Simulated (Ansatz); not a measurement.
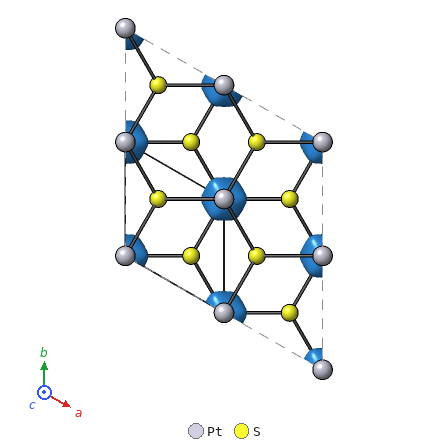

Crystal voids of PtS2 (P-3m1, No. 164): the blue surface encloses the regions where the procrystal electron density, the sum of the densities of spherically averaged neutral Hartree-Fock atoms, is below 0.007 e/bohr³ (2×2×2 cells, view along the c axis). No self-consistent density enters. Pale faces close the region where the drawn box cuts it. From Rb on the atoms have core potentials, so only their outer electrons count. The usual level for crystal voids is 0.002 e/bohr³; this crystal has almost no region below it, so a higher level is used, which marks the interstitial space of lowest density.

The cell is taken from a calculation's input that goes back to an entry of the Crystallography Open Database (an earlier step may have relaxed or displaced it).

```
Pt S
1.0
     3.54320    0.00000    0.00000
    -1.77160    3.06850    0.00000
     0.00000    0.00000    5.03880
Pt S
1 2
Direct
  0.00000 0.00000 0.00000
  0.66667 0.33333 0.25000
  0.33333 0.66667 0.75000
```

What share of the cell is void by this measure?

The voids take about 2 % of the cell (1.1 Å³ of 54.8 Å³) and are bounded by about 5.3 Å² of surface per cell.

Are the voids connected in the whole crystal?

They are isolated pockets that do not connect across cells.

How low does the density fall, and where?

To about 0.0045 e/bohr³ near 0.00, 0.00, 0.50 (fractional), 2.4 Å from the nearest nucleus.

At what density do the voids first join through the crystal?

At about 0.0092 e/bohr³, as a two-dimensional network in layers parallel to (001).
